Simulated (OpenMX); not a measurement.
**Energy of Cd along an even scaling of the cell**

System: Cd (Fm-3m, 1 atom in the cell).
Method: Kohn-Sham DFT of a periodic cell, PBE, spin-orbit coupling, OpenMX 2013 PBE set (OpenMX 3.8.5).

The 7 runs differ only in the geometry, by an even scaling of the cell at fixed fractional positions. The structure derives from a Materials Project entry.

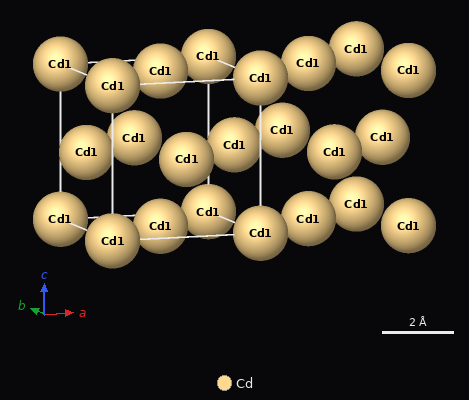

Figure 1. The structure of run 4 (spheres-only view of the cell 4 times as large as that of the calculation, set on its symmetry axes, repeated 2 × 1 × 1, seen slightly off an axis; atoms are numbered from 1 in the order of the input).

### Input of run 4
```
System.CurrrentDirectory             ./
System.Name                          Cd
DATA.PATH                            ./DFT_DATA13
level.of.stdout                      1
level.of.fileout                     0
Species.Number                       1
<Definition.of.Atomic.Species
  Cd  Cd7.0-s3p2d1           Cd_PBE13
Definition.of.Atomic.Species>

Atoms.Number                         1
Atoms.SpeciesAndCoordinates.Unit     AU
<Atoms.SpeciesAndCoordinates
    1  Cd    0.0000000000    0.0000000000    0.0000000000   6.250  5.750    90.00   45.00   90.00   45.00  1  off
Atoms.SpeciesAndCoordinates>

Atoms.UnitVectors.Unit               AU
<Atoms.UnitVectors
     0.0000000000    4.1916955309    4.1916955309
     4.1916955309    0.0000000000    4.1916955309
     4.1916955309    4.1916955309    0.0000000000
Atoms.UnitVectors>

scf.XcType                           GGA-PBE
scf.SpinPolarization                 nc
scf.SpinOrbit.Coupling               on
scf.Constraint.NC.Spin               on2
scf.Constraint.NC.Spin.v             0.5
scf.ElectronicTemperature            580.226
scf.energycutoff                     500.0
scf.maxIter                          100
scf.EigenvalueSolver                 band
scf.Kgrid                            7 7 7
scf.Mixing.Type                      rmm-diisk
scf.Init.Mixing.Weight               0.05
scf.Min.Mixing.Weight                0.001
scf.Max.Mixing.Weight                0.3
scf.Mixing.History                   25
scf.Mixing.StartPulay                8
scf.criterion                        1.0e-7
MD.Type                              nomd
```

Command:
```bash
openmx Cd.dat -nt 1 > Cd.std
```

Lattice vectors (Å) and fractional positions of run 4:
```
   0.000000    2.218150    2.218150
   2.218150    0.000000    2.218150
   2.218150    2.218150    0.000000
Cd  0.000000  0.000000  0.000000
```

Run 5 has the same physical settings and fractional positions; its lattice vectors (Å) are:
```
   0.000000    2.232840    2.232840
   2.232840    0.000000    2.232840
   2.232840    2.232840    0.000000
```

### Results, with one run withheld

```csv
run,volume per atom (Å³),"free energy per atom, from the lowest run given (meV)"
1,20.518,31.24
2,20.954,17.67
3,21.391,8.05
4,21.827,2.16
5,22.264,?
6,22.701,0.00
7,23.137,2.43
```

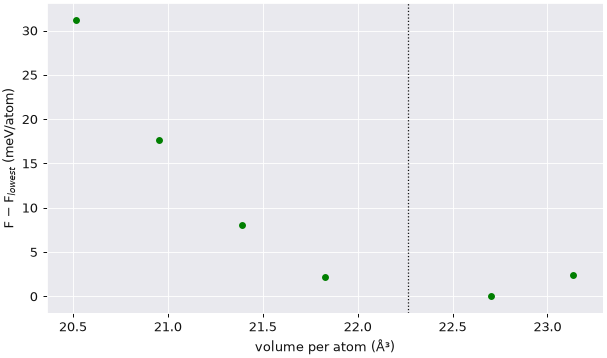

Figure 2. Free energy per atom of the runs given; the dotted line marks run 5.

Fit the runs given and predict run 5.

A cubic polynomial in V^(−2/3) (the Birch–Murnaghan form), fitted to the 6 runs given, misses them by at most 0.12 meV per atom. With x = V^(−2/3) − 0.12845 Å⁻², it reads F = 3.3588 + 2848.8 x + 5.318e+05 x² + 4.6598e+06 x³ (meV per atom). At run 5 it gives −0.32 meV per atom, and the run itself gives −0.40. The fit has its minimum at 22.447 Å³ per atom, where V d²F/dV² gives 49.4 GPa: the bulk modulus at this level, since symmetry fixes the shape and the positions.

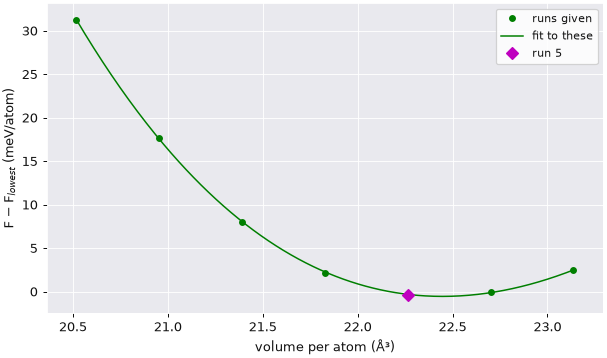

Figure 3. The fit and the withheld run.

### Some lines of the output (run 5)
```
[...]
  Cell_Volume =    150.244767592272 (Bohr^3)
        Total energy (Hartree) at MD = 1
   kloop=0
   kloop=1
   kloop=171
   kloop=342
```

Notes: With a small basis of atomic orbitals these values can differ much from converged plane-wave results.
